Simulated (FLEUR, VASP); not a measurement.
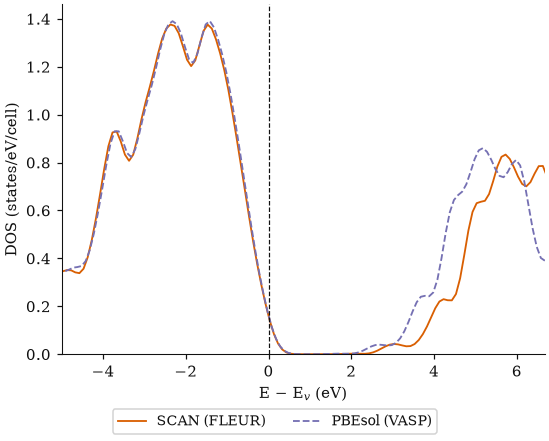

Total densities of states of zincblende GaN, space group F-43m, 2 atoms in the primitive cell (cubic a = 4.507 Å), by two methods on the same cell. The DOS curves are built from the levels of the k mesh with Gaussians 0.55 eV wide, which also blur the band edges; ripples of that width can come from the mesh. Each is counted from its own valence-band top.

> What changes from one method to the other?

SCAN (FLEUR) gives a gap of 2.06 eV and PBEsol (VASP) gives a gap of 1.68 eV. No single filled peak stands out in both curves.

Settings. SCAN (FLEUR): all-electron, no spin polarisation, no spin-orbit coupling, 10×10×10 k mesh, Fermi-Dirac smearing of 0.05 eV (FLEUR MaX-R8.1 (later development tree)). PBEsol (VASP): VASP PAW PBE potentials, release 64 (Ga_d, N), no spin polarisation, no spin-orbit coupling, 10×10×10 k mesh, 520 eV cutoff, Gaussian smearing of 0.02 eV (VASP 6.6.1).

Gaps are the smallest over all k points computed. The two runs differ in program as well. LDA, GGA and most meta-GGA functionals understate gaps. The usual form of GaN is wurtzite. PBEsol (VASP): the PAW data sets were made with another functional. SCAN (FLEUR): the meta-GGA is that of a development version, with a GGA for the radial functions and cores and without core tails.
